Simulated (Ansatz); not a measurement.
HfN: several calculations on one system

### Relaxation

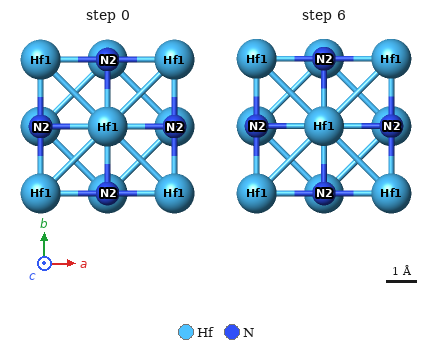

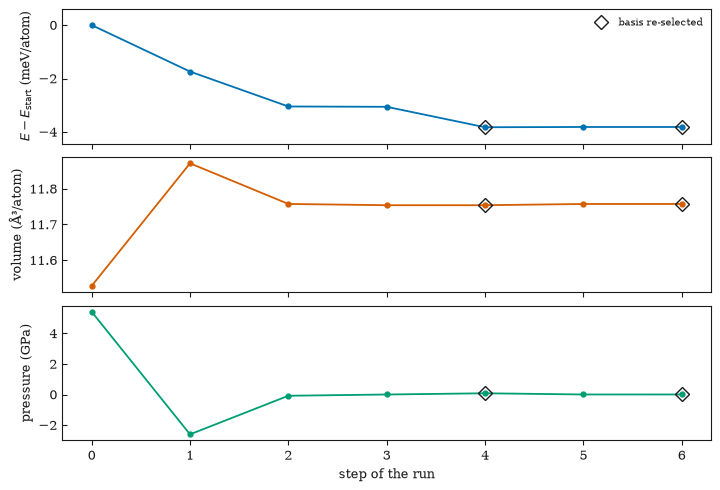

First and last geometry of a relaxation of crystalline HfN (set up in Fm-3m), with the history of the run. The picture is a ball-and-stick view of the conventional cell (4 times the calculation's cell), seen along the c axis. Lengths and directions refer to the drawn axes.

Computed with DFT PBE, scalar-relativistic, plane waves, PAW in Ansatz. (plane-wave cutoff 420 eV; k-point mesh 16 × 16 × 16; occupations gaussian; smearing width 0.1 eV; no spin polarisation; cell and atoms relaxed; force threshold 0.005 eV/Å; at most 80 steps)

Question: Did the run converge, and what did it change?

Answer: It converged. The energy falls by 3.8 meV per atom in 4 accepted moves (6 points after the start). All forces vanish by symmetry, so only the cell relaxes. The pressure goes from 5.41 to 0.00 GPa. The SCF was repeated twice at an unchanged geometry on a basis and grid sized afresh for the cell, which shifted the energy by 0.8 meV per atom at most. No atom moves by more than 0.005 Å relative to the cell. Cell: a = b = c 4.518 → 4.548 Å (+0.7 %). Volume +2.0 %. Near-neighbour distances that change, for instance: Hf1–Hf1 3.195 → 3.216 Å, Hf1–N2 2.259 → 2.274 Å. The space group stays Fm-3m (No. 225). Cost: 39 s on 1 thread of Intel(R) Xeon(R) Processor @ 2.70GHz, with other jobs on the host, peak memory 0.4 GiB.

### Relaxation

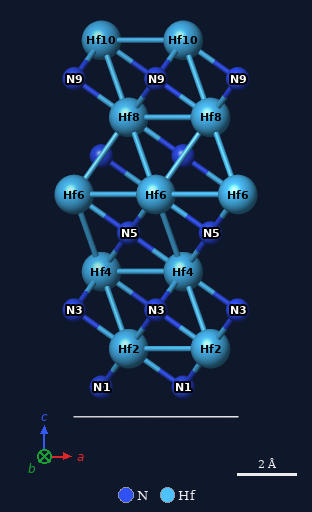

This is the input geometry for a relaxation of a slab of composition HfN (cut from the Fm-3m phase). A ball-and-stick model of the 2 × 2 repeat of the cell, outlined in the plane, without the vacuum, seen along the b axis.

Case: (1 1 1) slab, atoms relaxed. The slab is the (1 1 1) face of HfN.

Computed with Ansatz 0.2.0, DFT PBE, scalar-relativistic, plane waves, PAW.

The input:
```yaml
crystal:
  lattice:
    - [3.2157753576, 0.0, 0.0]
    - [-1.6078876788, 2.7849431526, 0.0]
    - [0.0, 0.0, 26.8155131304]
  atoms:
    - { symbol: "N", position: [0.3333333333, 0.6666666667, 0.2796888489] }
    - { symbol: Hf, position: [0.6666666667, 0.3333333333, 0.3286468825] }
    - { symbol: "N", position: [0.0, 0.0, 0.3776049161] }
    - { symbol: Hf, position: [0.3333333333, 0.6666666667, 0.4265629496] }
    - { symbol: "N", position: [0.6666666667, 0.3333333333, 0.4755209832] }
    - { symbol: Hf, position: [0.0, 0.0, 0.5244790168] }
    - { symbol: "N", position: [0.3333333333, 0.6666666667, 0.5734370504] }
    - { symbol: Hf, position: [0.6666666667, 0.3333333333, 0.6223950839] }
    - { symbol: "N", position: [0.0, 0.0, 0.6713531175] }
    - { symbol: Hf, position: [0.3333333333, 0.6666666667, 0.7203111511] }
basis:
  ecutwfc: 420
kpoints:
  mp_grid: { grid: [12, 12, 1] }
hamiltonian:
  xc: pbe
scf:
  occupations: { method: gaussian, width: 0.1 }
output:
  forces: true
  eigenvalues: true
relax:
  adjacent_minimum: "off"
  f_tol: 0.02
  max_steps: 60
efield:
  axis: 3
  dipole_correction: true
  ramp_width: 0.04
```

Command:
```bash
ansatz run input.yaml --threads 1 --pin off --max-ram 2560MiB --backend cpu --events-out ev --progress --plain --runs-dir out
```

Question: Predict the outcome.

Answer: Hf2 moves most relative to the layer's centre: 0.27 Å along the normal (−c). Largest moves by element: Hf 0.27 Å, N 0.26 Å. The cell stays as it was. Among the contacts that change: N1–Hf2 2.274 → 2.014 Å, Hf2–N3 2.274 → 2.497 Å, Hf2–Hf4 3.216 → 3.423 Å, N3–Hf4 2.274 → 2.214 Å. Among the angles between lasting bonds that change: Hf2–N1–Hf2 90.0° → 105.9°, Hf2–N3–Hf2 90.0° → 80.2°, Hf2–N3–Hf4 180.0° → 171.0°. After 4 accepted moves (5 points after the start) the energy has fallen by 1.965 eV per cell of the calculation. Largest force component: 6.8 eV/Å at the start, 0.011 eV/Å at the end. The line search rejected the trial step at point 4 of the run.

The end point in the same view:

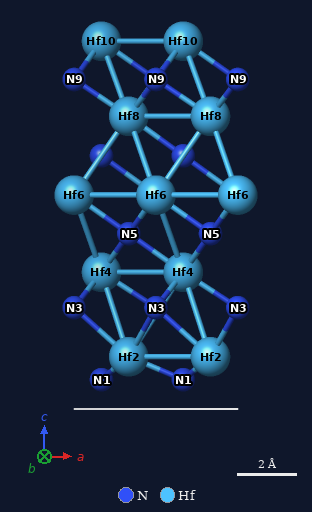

Limits of the set-up: the cell has an odd number of electrons but was run without spin polarisation.

### A change

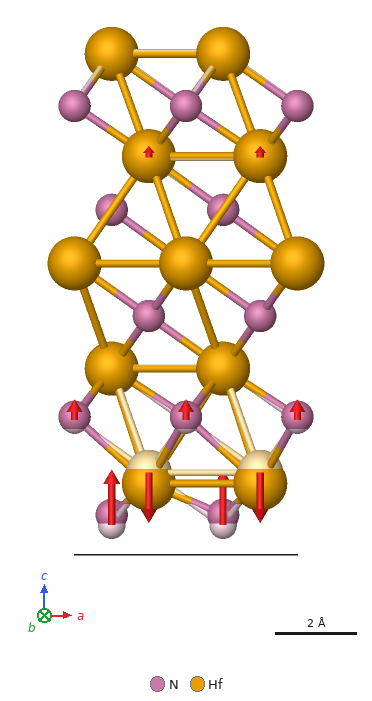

A (1 1 1) slab of HfN as cut from the relaxed bulk, drawn pale, and a changed version of it, drawn solid. The red arrows show how the atoms are displaced, magnified 5 times. A ball-and-stick model of the 2 × 2 repeat of the cell, outlined in the plane, without the vacuum, seen along the b axis.

These are results of DFT PBE, scalar-relativistic, plane waves, PAW in Ansatz 0.2.0, not measurements. Settings: plane-wave cutoff 420 eV; occupations gaussian; smearing width 0.1 eV; no spin polarisation. The k-mesh is chosen for each cell (12×12×13, 12×12×1).

Q: Describe the change and its computed effect.

A: The atoms of the slab are relaxed at the bulk's in-plane cell. The surface energy (mean of the two faces) falls from 4.24 to 2.48 J/m². The top spacing, between the Hf and N planes, goes from 1.31 to 1.30 Å (−0.7 %), the bottom one (N to Hf) from 1.31 to 0.78 Å (−40.5 %). The work function of the top face goes from 4.51 to 4.53 eV. The cell stays as it was. The atom that moves furthest relative to the layer's centre is an N atom (0.28 Å along the normal (+c)). Largest moves by element: N 0.28 Å, Hf 0.25 Å. Among the bonded contacts that change: Hf–N 2.274 → 2.014 to 2.497 Å, Hf–Hf 3.216 → 3.160 to 3.423 Å.
